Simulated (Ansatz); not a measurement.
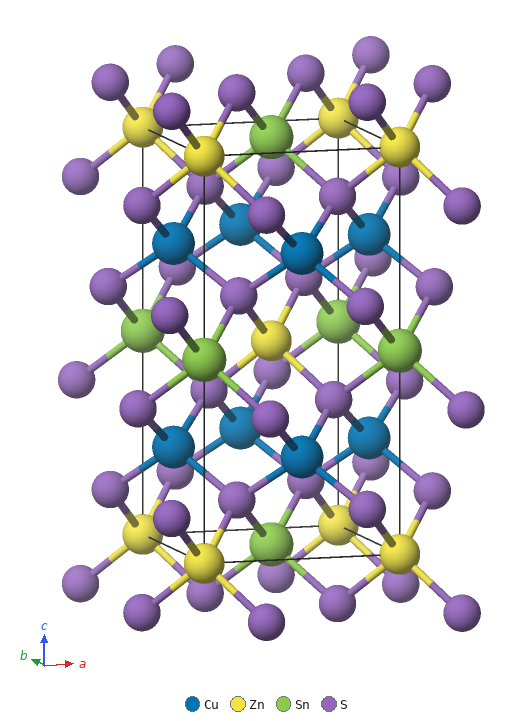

The image is a ball-and-stick drawing of a crystal, viewed slightly off an axis. The edges of the conventional unit cell are marked. Bonds that leave the box are completed with the atoms at their other ends.

ZnCu$_{2}$SnS$_{4}$, space group I-42m (No. 121), a = 5.404 Å, b = 5.404 Å, c = 10.854 Å, α = 90.00°, β = 90.00°, γ = 90.00°. The model was built from a structure type filled with these elements by a generator (whether the compound takes this form wasn't checked). Earlier steps of the study may have refined or changed the cell and positions. It was run through Ansatz as a DFT input.

This one geometry was computed with Ansatz (DFT, plane waves, PAW) at three levels of theory: r2SCAN, HSE06 and PBE. It was relaxed beforehand with r2SCAN.

Q: Which level gives the highest pressure at this volume, and what does that say about its equilibrium volume?

A: Highest: PBE (2.4 GPa), which points to the largest equilibrium volume. Lowest, with the smallest volume: r2SCAN (0.0 GPa). Levels within 0.5 GPa of each other can't be told apart.

Q: How does the band gap change with the level of theory?

A: PBE: a gap of 0.06 eV, direct; r2SCAN: a gap of 0.33 eV, direct; HSE06: a gap of 1.16 eV, direct.

Q: Collect the results in a table.

A:
| level | cutoff (eV) | k-mesh of the run's cell | gap (eV) | pressure (GPa) |
| --- | --- | --- | --- | --- |
| r2SCAN | 500 | 6×6×6 | 0.33 | 0.0 |
| HSE06 | 420 | 4×4×4 | 1.16 | 0.9 |
| PBE | 420 | 6×6×6 | 0.06 | 2.4 |

Gaps are taken on the k-mesh or band path of each run.
